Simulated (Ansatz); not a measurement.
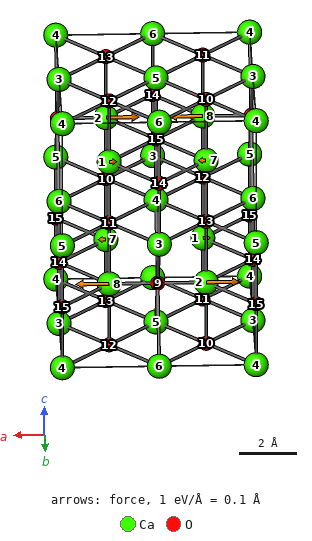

Starting geometry of a defect cell of composition Ca₈O₇ (cell charge +2) (started half-way along a vacancy jump, in the symmetry of that start) with the computed forces as orange arrows. A ball-and-stick model of the conventional cell (2 times the calculation's cell), seen from a free direction. Lengths and directions refer to the drawn axes.

Level of theory: DFT PBE, scalar-relativistic, plane waves, PAW in Ansatz 0.2.0.

The input:
```yaml
crystal:
  lattice:
    - [0.0, 4.8309190842, -4.8309190842]
    - [4.8309190842, 4.8309190842, 0.0]
    - [4.8309190842, 0.0, -4.8309190842]
  atoms:
    - { symbol: Ca, position: [0.5, 0.5, 0.0] }
    - { symbol: Ca, position: [0.5, 0.0, 0.0] }
    - { symbol: Ca, position: [1.0, 0.5, 0.0] }
    - { symbol: Ca, position: [1.0, 0.0, 0.0] }
    - { symbol: Ca, position: [0.5, 0.5, 0.5] }
    - { symbol: Ca, position: [0.5, 0.0, 0.5] }
    - { symbol: Ca, position: [1.0, 0.5, 0.5] }
    - { symbol: Ca, position: [1.0, 0.0, 0.5] }
    - { symbol: O, position: [0.25, 0.0, 0.25] }
    - { symbol: O, position: [0.75, 0.75, 0.25] }
    - { symbol: O, position: [0.75, 0.25, 0.25] }
    - { symbol: O, position: [0.25, 0.75, 0.75] }
    - { symbol: O, position: [0.25, 0.25, 0.75] }
    - { symbol: O, position: [0.75, 0.75, 0.75] }
    - { symbol: O, position: [0.75, 0.25, 0.75] }
total_charge: 2
basis:
  ecutwfc: 420
kpoints:
  mp_grid: { grid: [4, 4, 4] }
hamiltonian:
  xc: pbe
scf:
  occupations: { method: gaussian, width: 0.05 }
output:
  forces: true
  stress: true
  eigenvalues: true
  write_density: true
  write_potential: true
  elf: true
  volumetric_format: npy
relax:
  adjacent_minimum: "off"
  f_tol: 0.02
  max_steps: 60
  escape_saddle: false
```

Run as
```bash
ansatz run input.yaml --threads 4 --pin off --max-ram 9216MiB --backend cpu --events-out ev --progress --plain --runs-dir out
```

> Is this structure relaxed? If not, where do the atoms go?

It isn't relaxed: the largest force vector, on Ca atoms, is 12.06 eV/Å. The final displacements follow the starting forces only in part (cosine between the two patterns 0.78). After 5 geometry steps the energy has fallen by 4.626 eV per cell of the calculation. The largest force component goes from 8.5 to 0.0024 eV/Å. The largest moves, 0.33 Å, are those of Ca2 and Ca8. Ca8 goes along +a. By element the largest moves are Ca 0.33 Å, O 0.20 Å. The cell stays as it was. Among the contacts that change: Ca2–Ca8 3.416 → 4.074 Å, Ca2–Ca8 (another image) 3.416 → 2.758 Å, Ca2–O9 1.708 → 2.037 Å, Ca1–Ca7 3.416 → 3.119 Å. Among the angles between lasting bonds that change: O14–Ca8–O15 90.0° → 105.9°, Ca2–O14–Ca8 90.0° → 74.1°, O11–Ca1–O12 180.0° → 165.4°. Cost: 42 s on 4 threads of Arm Neoverse V1, with other jobs on the host, peak memory 0.82 GiB.

Limits of the set-up: the periodic images lie only 6.8 Å apart, so the values are limited by the cell's size; the cell is charged, on a uniform background, and energies carry no finite-size correction.
